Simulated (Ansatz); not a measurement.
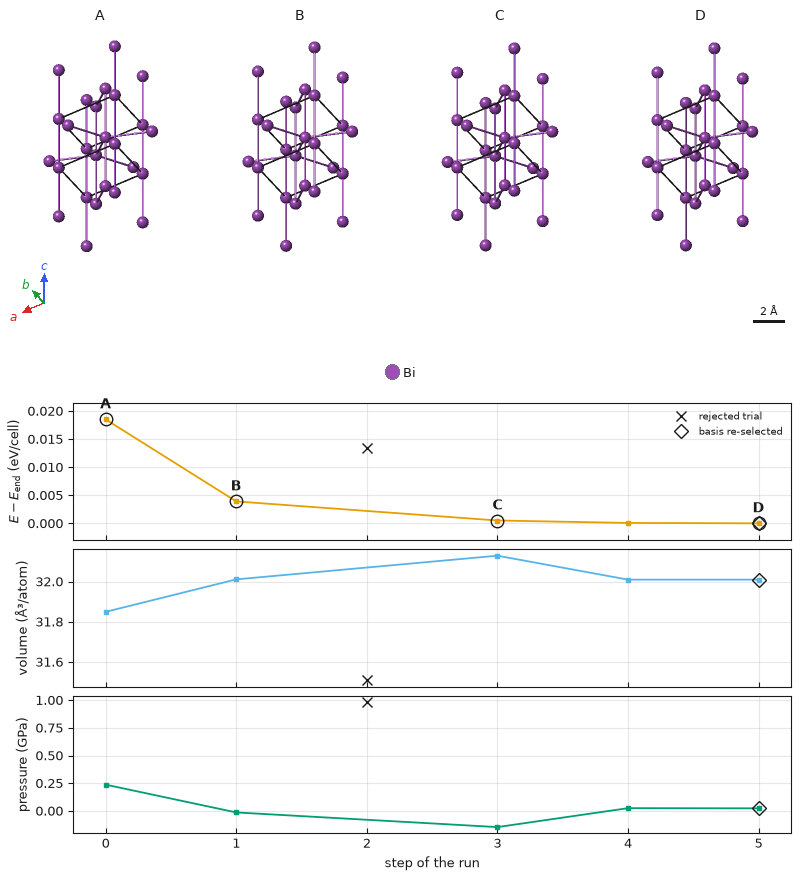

Frames of a relaxation of solid Bi (a generated structure, set up in P6/mmm), marked on the history of the run. The picture is a ball-and-stick view of the cell of the calculation, seen from a free direction.

Phase: omega (AlB2-type).

Method: DFT, PBE, plane waves (420 eV) with PAW, scalar-relativistic (Ansatz 0.2.0). (plane-wave cutoff 420 eV; k-point mesh 7 × 7 × 9; occupations fermi dirac; smearing width 0.1 eV; no spin polarisation; cell and atoms relaxed; force threshold 0.01 eV/Å; at most 60 steps)

Question: What happens along the run?

Answer: After 3 accepted moves (5 points after the start) the energy has fallen by 18.5 meV per cell of the calculation. All forces vanish by symmetry, so only the cell relaxes. The pressure goes from 0.24 to 0.02 GPa. The line search rejected the trial step at point 2 of the run. The SCF was repeated once at an unchanged geometry on a basis and grid sized afresh for the cell, which shifted the energy by 0.1 meV per cell of the calculation at most. The atoms keep their places relative to the cell (all moves are under 0.005 Å). Cell: a = b 5.646 → 5.732 Å (+1.5 %), c 3.461 → 3.375 Å (−2.5 %). Volume +0.5 %. Some distances before and after: Bi–Bi 3.461 → 3.375 Å, Bi–Bi 3.260 → 3.310 Å. The space group stays P6/mmm (No. 191). Cost: 42 s on 1 thread of Intel(R) Xeon(R) Platinum 8259CL CPU @ 2.50GHz (Skylake/Cascade Lake), on a shared host, peak memory 0.58 GiB. From step 0 to 1: volume +0.5 %, energy −14.6 meV per cell of the calculation. From step 1 to 3: volume +0.4 %, energy −3.4 meV per cell of the calculation. From step 3 to 5: volume −0.4 %, energy −0.5 meV per cell of the calculation.
